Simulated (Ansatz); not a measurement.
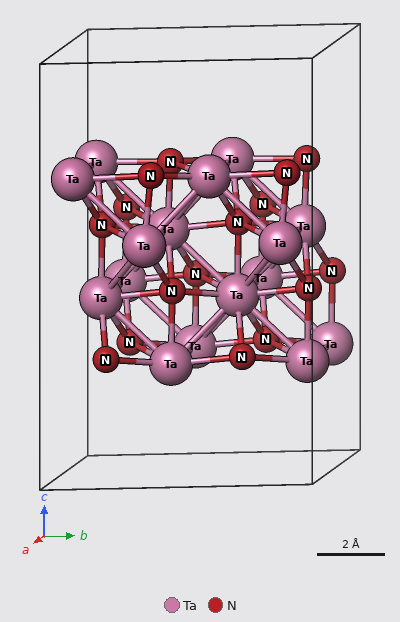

The structure (ball-and-stick view of the cell of the calculation, with the vacuum cut short, seen slightly off an axis). An atom can appear more than once, as a periodic image.

## TaN: single-point calculation (part 1 of 2)

TaN (slab, 32 atoms in the cell), computed with DFT PBE+D3(BJ), scalar-relativistic, plane waves, PAW, no spin polarisation (Ansatz 0.2.0).

The structure derives from an entry of the Crystallography Open Database. It belongs to a series of runs on one base structure; here: the slab at its places in the relaxed adsorbed structure. Figures and captions count atoms from 1; the log counts them from 0 in places.

## Output
```
Engine: ansatz 0.2.0, x86_64-unknown-linux-gnu
Pseudopotentials: kind: paw
Pseudopotential: Ta, paw, valence charge 13, recommended cutoff 420 eV (normal), Ta.paw.azcp
Pseudopotential: N, paw, valence charge 5, recommended cutoff 420 eV (normal), N.paw.azcp
Functional definition: PBE
  parameter kappa = 0.804
  parameter beta = 0.06672455060314922
  exchange = pbe_x(kappa = kappa, mu = beta*pi^2/3)
  correlation = pbe_c(beta = beta)
Crystal: 32 atoms, lattice volume = 1110.743 Å³
Basis set: ecut = 420 eV, 21775 PW (Γ), exchange–correlation on 80×120×360 points (8 copies of the dense FFT grid, shifted against one another)
Bands: 176, of which v1, the nominal top of the filled ones, is band 144 counted from 1 (143 counted from 0)
Symmetry: 1 space group operations
Space group: P1 (ITA 1), of the structure as read, at distance tolerance 1.0e-4 Å
k-points: 7 of 12 (time reversal used)
Non-local potential: Ta, projectors of the file, l = 0: 3, l = 1: 2, l = 2: 2, l = 3: 1
Non-local potential: N, projectors of the file, l = 0: 2, l = 1: 2, l = 2: 1
PAW form: soft (Blöchl's): semilocal exchange-correlation on the pseudo side does not see the compensation charge
PAW one-centre angular grid: Ta, 590 points (default); XC on 64 Gauss nodes
PAW one-centre angular grid: N, 110 points (default); XC on 64 Gauss nodes
Initial density: superposition of atomic densities (neutral atoms: chi_scale 0, normalization atom), corrected by the library's trained network
Initial wavefunctions: pseudopotential atomic-orbital guess
Functional: x = pbe(κ = 0.804, μ = 0.2195149727645171), c = pbe(β = 0.06672455060314922)
SCF iter   1: F=—  HF=-165089.718182 eV  |F-HF|=—  |Δ(HF+E_count)|=         —  Δρ=8.12e-3  dr2=1.09e1  ethr=1.77e-3  p=-0.071 e·Å  D=-1.16e-2 V/Å  ΔV_dip=0.29 eV  dr2_dipole=5.59e0  V_vac-E_F(+/−)=4.02/3.73 eV  ⟨swp⟩=9.6  Hψ=6616  notcnv=0  defer=11
efield: sawtooth ramp at fractional position 0.9249 (placed from the atoms, in the widest stretch of the axis that holds none; the zero of the levels goes with the place), width 0.0400; the density the first Hamiltonian is built on has a dipole p = -0.071 e·Å; the dipole correction subtracts the counter field D = -1.16e-2 V/Å, which shifts the + side's vacuum level by +0.29 eV against the − side's; the planar-averaged density in the ramp window peaks in size at 5.0e-6 e/Å³
preconditioner: auto → LDOS  [metal: Δε(μ)=0.051 eV  Ē_g=8.489 eV  σ=0.100 eV  W_gap=0.28  n_scr=178 (ndim 8)  ℏωp=14.1 eV  f_vac=0.609  D(μ)=17.74/eV (n_scr^D=88)  β→1.0]
SCF iter   2: F=—  HF=-165089.452896 eV  |F-HF|=—  |Δ(HF+E_count)|=   2.65e-1  Δρ=3.27e-3  dr2=3.64e-1  ethr=1.77e-3  p=0.178 e·Å  D=2.90e-2 V/Å  ΔV_dip=-0.72 eV  dr2_dipole=5.89e-2  V_vac-E_F(+/−)=3.50/4.22 eV  ⟨swp⟩=2.6  Hψ=1504  notcnv=0  defer=160
SCF iter   3: F=—  HF=-165089.462797 eV  |F-HF|=—  |Δ(HF+E_count)|=   9.90e-3  Δρ=1.37e-3  dr2=8.70e-2  ethr=1.26e-4  p=0.129 e·Å  D=2.10e-2 V/Å  ΔV_dip=-0.52 eV  dr2_dipole=2.25e-2  V_vac-E_F(+/−)=3.60/4.12 eV  ⟨swp⟩=2.4  Hψ=1578  notcnv=0  defer=164
SCF iter   4: F=—  HF=-165089.452590 eV  |F-HF|=—  |Δ(HF+E_count)|=   1.02e-2  Δρ=5.58e-4  dr2=3.69e-2  ethr=3.02e-5  p=0.148 e·Å  D=2.41e-2 V/Å  ΔV_dip=-0.60 eV  dr2_dipole=1.64e-2  V_vac-E_F(+/−)=3.57/4.17 eV  ⟨swp⟩=2.0  Hψ=1404  notcnv=0  defer=164
SCF iter   5: F=—  HF=-165089.453895 eV  |F-HF|=—  |Δ(HF+E_count)|=   1.31e-3  Δρ=2.36e-4  dr2=2.64e-3  ethr=1.28e-5  p=0.165 e·Å  D=2.68e-2 V/Å  ΔV_dip=-0.66 eV  dr2_dipole=1.20e-5  V_vac-E_F(+/−)=3.54/4.20 eV  ⟨swp⟩=2.0  Hψ=1103  notcnv=0  defer=164
SCF iter   6: F=—  HF=-165089.454292 eV  |F-HF|=—  |Δ(HF+E_count)|=   3.97e-4  Δρ=8.88e-5  dr2=1.42e-4  ethr=9.15e-7  p=0.167 e·Å  D=2.72e-2 V/Å  ΔV_dip=-0.67 eV  dr2_dipole=1.27e-5  V_vac-E_F(+/−)=3.54/4.21 eV  ⟨swp⟩=2.7  Hψ=1507  notcnv=0  defer=164
SCF iter   7: F=—  HF=-165089.454394 eV  |F-HF|=—  |Δ(HF+E_count)|=   1.02e-4  Δρ=5.50e-5  dr2=5.00e-5  ethr=4.92e-8  p=0.168 e·Å  D=2.73e-2 V/Å  ΔV_dip=-0.67 eV  dr2_dipole=1.23e-8  V_vac-E_F(+/−)=3.54/4.22 eV  ⟨swp⟩=3.0  Hψ=2099  notcnv=0  defer=164
SCF iter   8: F=—  HF=-165089.453728 eV  |F-HF|=—  |Δ(HF+E_count)|=   6.66e-4  Δρ=2.56e-5  dr2=8.53e-6  ethr=1.73e-8  p=0.168 e·Å  D=2.73e-2 V/Å  ΔV_dip=-0.67 eV  dr2_dipole=6.91e-9  V_vac-E_F(+/−)=3.54/4.22 eV  ⟨swp⟩=3.1  Hψ=2371  notcnv=0  defer=160
SCF iter   9: F=—  HF=-165089.453738 eV  |F-HF|=—  |Δ(HF+E_count)|=   9.65e-6  Δρ=1.11e-5  dr2=1.58e-6  ethr=2.96e-9  p=0.168 e·Å  D=2.73e-2 V/Å  ΔV_dip=-0.68 eV  dr2_dipole=1.57e-7  V_vac-E_F(+/−)=3.54/4.22 eV  ⟨swp⟩=3.3  Hψ=1942  notcnv=0  defer=160
SCF iter  10: F=—  HF=-165089.453740 eV  |F-HF|=—  |Δ(HF+E_count)|=   1.68e-6  Δρ=5.42e-6  dr2=4.80e-7  ethr=5.48e-10  p=0.168 e·Å  D=2.73e-2 V/Å  ΔV_dip=-0.68 eV  dr2_dipole=2.74e-8  V_vac-E_F(+/−)=3.54/4.22 eV  ⟨swp⟩=3.0  Hψ=1784  notcnv=0  defer=160
SCF iter  11: F=—  HF=-165089.453741 eV  |F-HF|=—  |Δ(HF+E_count)|=   9.30e-7  Δρ=2.63e-6  dr2=1.73e-7  ethr=1.67e-10  p=0.168 e·Å  D=2.73e-2 V/Å  ΔV_dip=-0.68 eV  dr2_dipole=2.05e-8  V_vac-E_F(+/−)=3.54/4.22 eV  ⟨swp⟩=2.7  Hψ=1384  notcnv=0  defer=160
SCF iter  12: F=-165089.453741 eV  HF=-165089.453741 eV  |F-HF|=3.97e-8  |Δ(HF+E_count)|=   3.11e-7  Δρ=1.04e-6  dr2=2.74e-8  ethr=3.47e-11  p=0.168 e·Å  D=2.73e-2 V/Å  ΔV_dip=-0.68 eV  dr2_dipole=7.21e-10  V_vac-E_F(+/−)=3.54/4.22 eV  ⟨swp⟩=20.0  Hψ=6416  notcnv=0
SCF 1 converged in 12 iterations: F = -165089.453741 eV  dr2 = 2.74e-8
  greatest PAW one-centre occupation: 0.999 electrons in one spin orbital (limit 2), on the Ta atom at site 18 (counted from 0), in its partial waves of l = 0
```

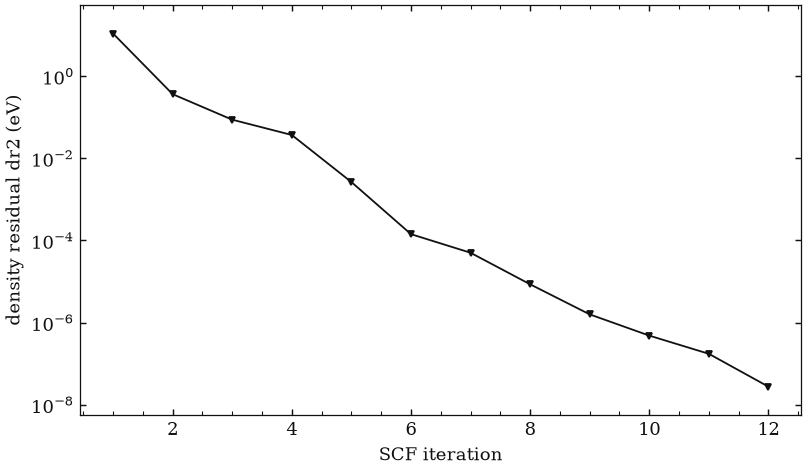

Convergence of the self-consistent field: density residual dr2 against the SCF iteration. The residual falls at every step.

```
SCF converged after 12 iterations
Free energy (F): -165089.453741 eV
Harris-Foulkes:  -165089.453741 eV  (|F-HF|=3.97e-8)
Internal energy: -165089.330829 eV  (E = F + TS)
E sigma→0 (E₀):  -165089.392285 eV
Entropy (-TS):   -0.122912 eV (-3.841 meV/atom)
Fermi energy:    3.642919 eV
Dipole field:    D = 0.027315 V/Å  (p = 0.167666 e·Å, saw-weighted, corrected)
Work function:   Φ+ = 3.5430 eV   Φ− = 4.2178 eV
Levels:          The Fermi level and band energies are counted from a zero that moves with the ramp; work functions are not
--- Per-component energies (eV) ---
  E_band       = -5522.599181
  E_kinetic    = 7938.578243
  E_local      = -342065.151207  (includes V_loc(G=0)·N_el)
  E_nonlocal   = 957.083276
  E_hartree    = 167122.323847
  E_xc         = -4454.478436
  E_vxc        = -4484.174504  (∫ρ·V_xc dr)
  E_paw        = -136381.253671  (= ΣΔE_a)
  E_vpaw       = -2113.861502  (= ΣTr[D̂ρ^β])
  E_aug_tail   = 0.003472  (compensation charges beyond the density's cutoff)
  E_efield     = 0.002290  (sawtooth field / dipole correction)
  E_vefield    = 0.314387  (∫n·V_field dr)
  E_ewald      = 141803.815535
  E_disp       = -10.254181  (pairwise vdW)
  E_smearing   = -0.122912  (= −TS)
  E_closure    = 0.000000  (closes the sum)
  Σ components = -165089.453741   (vs F -165089.453741, Δ=0.00e0)
--- Forces (eV/Å), atoms counted from 1 ---
  atom   1  Ta     0.00033810     0.25922097     0.31224278
  atom   2  Ta     0.00036745     0.25926877     0.31245888
  atom   3  Ta     0.00939322     0.25950340     0.30272782
  atom   4  Ta     0.00938377     0.25950940     0.30289620
  atom   5  N      0.00146928    -0.49678742     0.45082113
  atom   6  N      0.00140855    -0.49680070     0.45080966
  atom   7  N     -0.00937968    -0.51285508     0.43915238
  atom   8  N     -0.00932756    -0.51286958     0.43904589
  atom   9  Ta    -0.03266464     0.17809664    -0.27539197
  atom  10  Ta    -0.03272750     0.17885165    -0.27615600
  atom  11  Ta     0.04200362     0.19797955    -0.34141604
  atom  12  Ta     0.04219975     0.19865662    -0.34189284
  atom  13  N      0.06380712     0.07246192    -0.40445564
  atom  14  N      0.06391710     0.07223627    -0.40460833
  atom  15  N     -0.05943350     0.07257352    -0.40668819
  atom  16  N     -0.05906766     0.07233767    -0.40673472
  atom  17  Ta    -0.04965908     0.13470930     0.32836265
  atom  18  Ta    -0.05096514     0.13558515     0.32885245
  atom  19  Ta     0.02463592     0.00404486    -0.12910921
  atom  20  Ta     0.02400035     0.00336794    -0.12862342
  atom  21  N      0.00329177     0.16644174     0.10899278
  atom  22  N      0.00390953     0.16906882     0.10830738
  atom  23  N     -0.04482267     0.08626420     0.00657432
  atom  24  N     -0.04399690     0.08749835     0.00399650
  atom  25  Ta     0.20746316    -0.39565404    -0.92989998
  atom  26  Ta     0.20735622    -0.39957475    -0.93297299
  atom  27  Ta    -0.13737605    -0.33014460    -1.27947918
  atom  28  Ta    -0.13763414    -0.32969404    -1.27832083
  atom  29  N      0.05810520     0.74727891     1.50459701
  atom  30  N      0.05728050     0.74943606     1.50521339
  atom  31  N     -0.07660426    -0.44596495     0.31680729
  atom  32  N     -0.07667066    -0.44404212     0.31391504
  max |Σ_I F_I| component: 2.42e-5 eV/Å
--- Band table (eV; the first three rows and the last of 7) ---
  k-point 0: bands = ["-64.9790", "-64.9763", "-64.9698", "-64.9667", "-64.9402", "-64.9402", "-64.9256", "-64.9256", "-64.6716", "-64.6691", "-64.6038", "-64.6022", "-64.5072", "-64.4997", "-64.4672", "-64.4671", "-32.0298", "-32.0295", "-31.8846", "-31.8759", "-31.7992", "-31.7918", "-31.7915", "-31.7468", "-31.7368", "-31.7357", "-31.7221", "-31.6500", "-31.6372", "-31.6332", "-31.6323", "-31.6272", "-31.6263", "-31.5467", "-31.5464", "-31.5274", "-31.4136", "-31.3761", "-31.3755", "-31.3567",
      "-31.3462", "-31.3456", "-31.2613", "-31.2462", "-31.2409", "-31.2211", "-31.2208", "-31.2162", "-31.0919", "-31.0841", "-31.0836", "-30.9822", "-30.9737", "-30.9704", "-30.9688", "-30.9526", "-30.9504", "-30.9490", "-30.9155", "-30.9138", "-30.9042", "-30.8415", "-30.6873", "-30.6571", "-13.5296", "-12.4266", "-12.0735", "-11.9969", "-11.9343", "-11.9331", "-11.7670", "-11.7648", "-11.6534", "-11.2481", "-11.1883", "-11.0715", "-11.0714", "-10.7180", "-10.6958", "-10.6944",
      "-4.7591", "-4.0594", "-4.0568", "-4.0517", "-3.5996", "-3.4272", "-3.4252", "-3.3242", "-3.1718", "-3.1709", "-2.9838", "-2.8692", "-2.6924", "-2.6859", "-2.4514", "-2.4496", "-2.0954", "-1.9065", "-1.9043", "-1.7473", "-1.5215", "-1.5093", "-1.4426", "-1.3851", "-1.3171", "-1.3043", "-1.2729", "-1.0481", "-1.0474", "-0.9346", "-0.8993", "-0.7395", "-0.6357", "-0.5474", "-0.4748", "-0.4646", "-0.2569", "-0.2496", "-0.2143", "-0.0698",
      "0.0169", "0.0232", "0.1350", "0.2946", "0.5401", "0.6329", "0.6426", "0.8850", "0.9650", "1.0817", "1.4598", "1.4725", "1.5839", "1.9023", "2.3478", "2.3552", "2.5971", "2.9212", "2.9989", "3.0005", "3.2056", "3.5513", "3.8507", "3.8542", "3.9750", "3.9757", "4.0715", "4.2637", "4.2948", "4.3306", "4.6392", "4.8731", "5.2878", "5.4131", "5.4146", "5.5839", "5.7946", "5.7989", "5.9153", "5.9160",
      "6.2013", "6.2633", "6.4534", "6.5467", "6.5768", "6.5901", "6.6525", "6.7695", "6.7845", "6.8801", "6.8850", "6.8958", "7.0648", "7.0883", "7.1061", "7.2794"]
```
